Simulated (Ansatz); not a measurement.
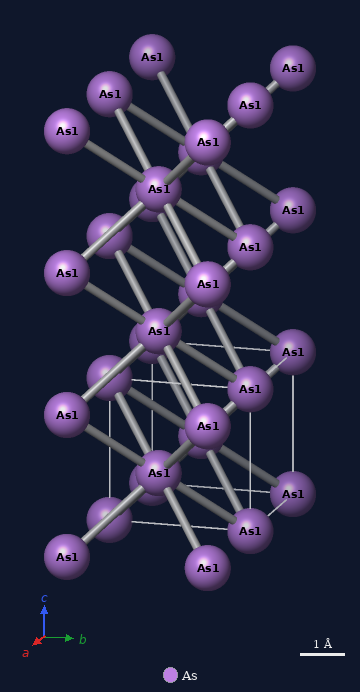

This is a crystal of As (a generated structure, set up in Im-3m). The picture is a ball-and-stick view of the conventional cell (2 times the calculation's cell), repeated 2 × 1 × 3 with one cell outlined, seen slightly off an axis. Lengths and directions refer to the drawn axes.

All numbers below come from DFT, PBE, PAW with Ansatz's default frozen-core files, scalar-relativistic in Ansatz. (plane-wave cutoff 420 eV; k-point mesh 16 × 16 × 16; occupations fermi dirac; smearing width 0.05 eV; no spin polarisation)

Change: The cell is strained by +1.5 % along c and −0.7 % across it (volume 0.0 %), the atoms keeping their fractional coordinates. No relaxation follows.

Input
```yaml
crystal:
  lattice:
    - [-1.6714935086, 1.6714935086, 1.7092427942]
    - [1.6714935086, -1.6714935086, 1.7092427942]
    - [1.6714935086, 1.6714935086, -1.7092427942]
  atoms:
    - { symbol: As, position: [0.0, 0.0, 0.0] }
kpoints:
  mp_grid: { grid: [16, 16, 16] }
scf:
  occupations: { method: fermi_dirac, width: 0.05 }
hamiltonian:
  xc: pbe
  pseudopotentials: { kind: paw }
output:
  forces: true
  stress: true
  eigenvalues: true
  efg: { contact_densities: true }
```

Question: What does the calculation give for the changed structure?

Answer: Some distances before and after: As–As 3.368 → 3.343 Å. The space group (tolerance 0.01 Å) goes from Im-3m (No. 229) to I4/mmm (No. 139). The energy changes by less than 1 meV per atom. The pressure goes from 0.0 to 0.0 GPa. The principal stresses (compression positive) are −0.6 GPa along c and 0.3 GPa across it. All forces vanish by symmetry.

The changed structure in the same view:

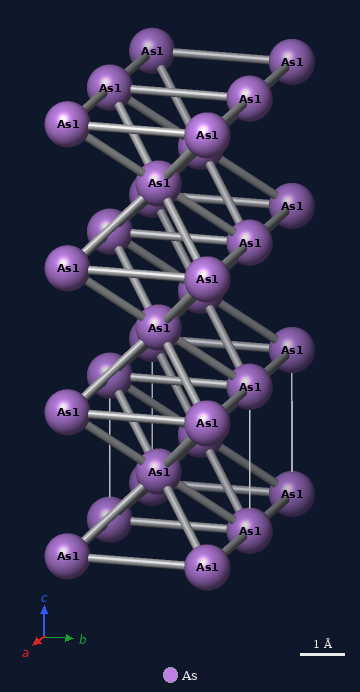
